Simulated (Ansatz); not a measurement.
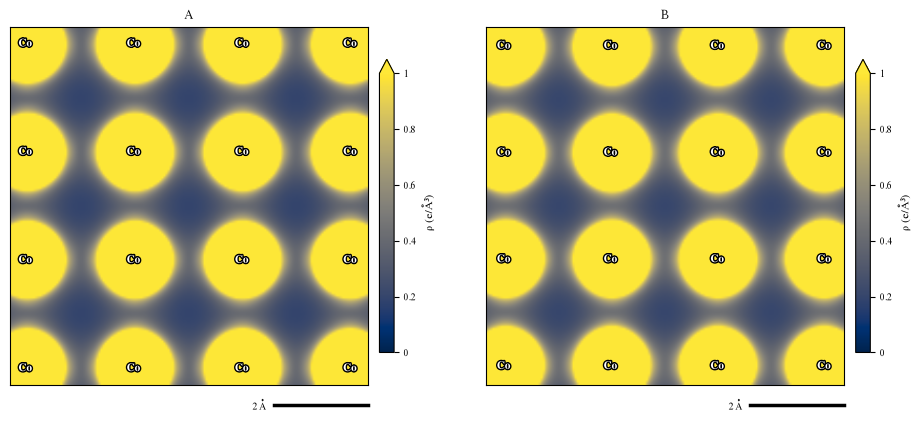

Co. The valence pseudo-density of two cells that differ in size, on the (001) plane of each (indices in the axes of the calculation cell), at one length scale and on one colour scale; one has 11.8 and the other 12.2 Å³ an atom.

Theory: Ansatz, DFT, m-r2SCAN, plane waves (500 eV) with PAW, scalar-relativistic.

In a PAW calculation such maps are meaningful between the atoms, not at the nuclei.

The larger cell:

```
CELL_PARAMETERS angstrom
2.30520 0.00000 0.00000
0.00000 2.30520 0.00000
0.00000 0.00000 2.30520
ATOMIC_POSITIONS crystal
Co 0.00000 0.00000 0.00000
```

The smaller cell: a = 2.274 Å, b = 2.274 Å, c = 2.274 Å, α = 90.00°, β = 90.00°, γ = 90.00°.

### Which panel shows the smaller cell, and what does the compression change?

Panel B is the smaller cell, by 4 % in volume. From the larger cell to the smaller, Co–Co goes from 2.31 to 2.27 Å, and the density at its midpoint from 0.41 to 0.44 e/Å³; the largest moment (Co) goes from 1.8 to 1.7 μB.
